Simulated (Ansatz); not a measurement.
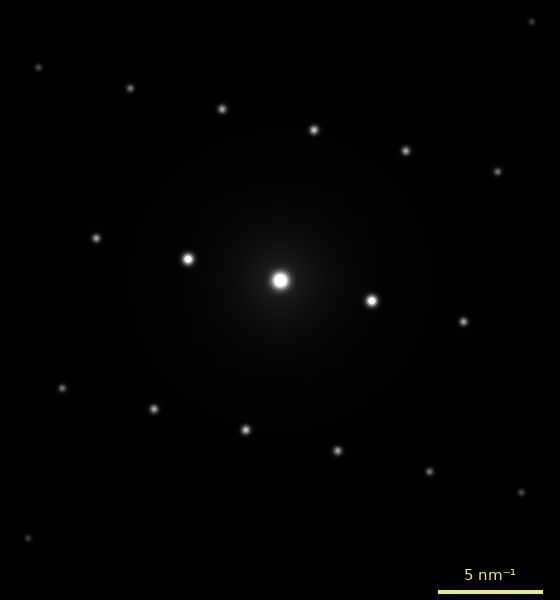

The pattern is a kinematic simulation for 200 kV electrons (no multiple scattering; isotropic B = 1 Å²).

Candidate phases (model or computed cells):
A. Co, space group Pm-3m (No. 221), a = 2.37 Å
B. Cu, space group Pm-3m (No. 221), a = 2.46 Å
C. Si, space group Fm-3m (No. 225), a = 3.81 Å
D. Pt, space group Fd-3m (No. 227), a = 5.725 Å

> Identify the phase and the zone axis.

Candidate C (Si), along [211] or an equivalent direction. The spots form a rectangular net whose two shortest vectors correspond to d = 2.20 Å and 1.35 Å, 90.0° apart. They index as -1 1 1 and 0 -2 2; no zone of the other candidates with indices up to 3 has this net.
